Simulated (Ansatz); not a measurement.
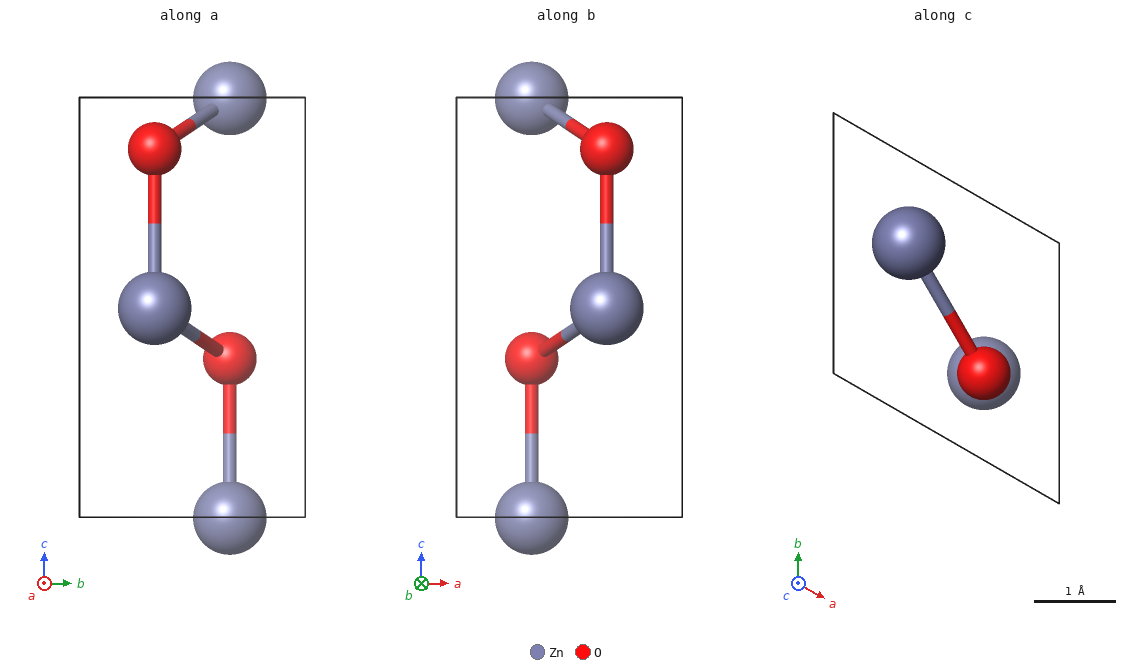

Ball-and-stick representation of a periodic structure, projected along the a axis, along the b axis and along the c axis. One conventional unit cell is framed, with atoms on its boundary repeated.

Lattice parameters: a = 3.2352 Å, b = 3.2352 Å, c = 5.2114 Å, α = 90.000°, β = 90.000°, γ = 120.000°.

Question: Transcribe the picture into a CIF with its space group and independent sites, with free fractional coordinates to two decimals.

Answer:
```cif
data_structure
_symmetry_space_group_name_H-M 'P 63 m c'
_symmetry_Int_Tables_number 186
_cell_length_a 3.2352
_cell_length_b 3.2352
_cell_length_c 5.2114
_cell_angle_alpha 90.000
_cell_angle_beta 90.000
_cell_angle_gamma 120.000
_cell_volume 47.24
loop_
_atom_site_label
_atom_site_type_symbol
_atom_site_symmetry_multiplicity
_atom_site_Wyckoff_symbol
_atom_site_fract_x
_atom_site_fract_y
_atom_site_fract_z
_atom_site_occupancy
Zn1 Zn 2 b 0.3333 0.6667 0.00 1
O1 O 2 b 0.3333 0.6667 0.38 1
```

The structure comes from a structure type filled with these elements by a generator (whether the compound takes this form wasn't checked). It is drawn as it came out of a relaxation with Ansatz, DFT r2SCAN, scalar-relativistic, plane waves, PAW.
